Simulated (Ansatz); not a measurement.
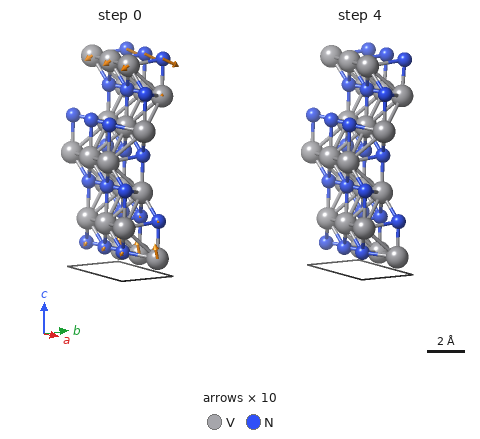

The structure of a slab of composition VN (cut from the P-6m2 phase) before (left) and after (right) a relaxation, at one scale. The orange arrows give the displacements, magnified 10 times.

Style: ball-and-stick. Shown: the 3 × 1 repeat of the cell, outlined in the plane, without the vacuum, slightly off an axis.

Case: (1 0 1) slab, atoms relaxed. The slab is the (1 0 1) face of VN.

The calculation used DFT PBEsol, scalar-relativistic, plane waves, PAW (Ansatz 0.2.0). (plane-wave cutoff 420 eV; k-point mesh 14 × 10 × 1; occupations gaussian; smearing width 0.1 eV; no spin polarisation; dipole correction; atoms relaxed in a fixed cell; force threshold 0.02 eV/Å; at most 60 steps)

**Summarise the run.**

The energy falls by 0.203 eV per cell of the calculation in 4 geometry steps. Largest force component: 1.4 eV/Å at the start, 0.0077 eV/Å at the end. An N atom moves most relative to the layer's centre: 0.11 Å at 64° to the normal (−c side). By element the largest moves are N 0.11 Å, V 0.09 Å. The lattice vectors keep their values. Among the contacts that change: N–V 2.041 → 2.178 Å, N–V 2.041 → 1.938 Å, V–V 2.621 → 2.549 Å, N–V 2.041 → 1.985 Å. Bond angles that change, for instance: V–N–V 83.2° → 88.8°, V–N–V 134.9° → 131.5°, V–N–V 79.9° → 77.3°.
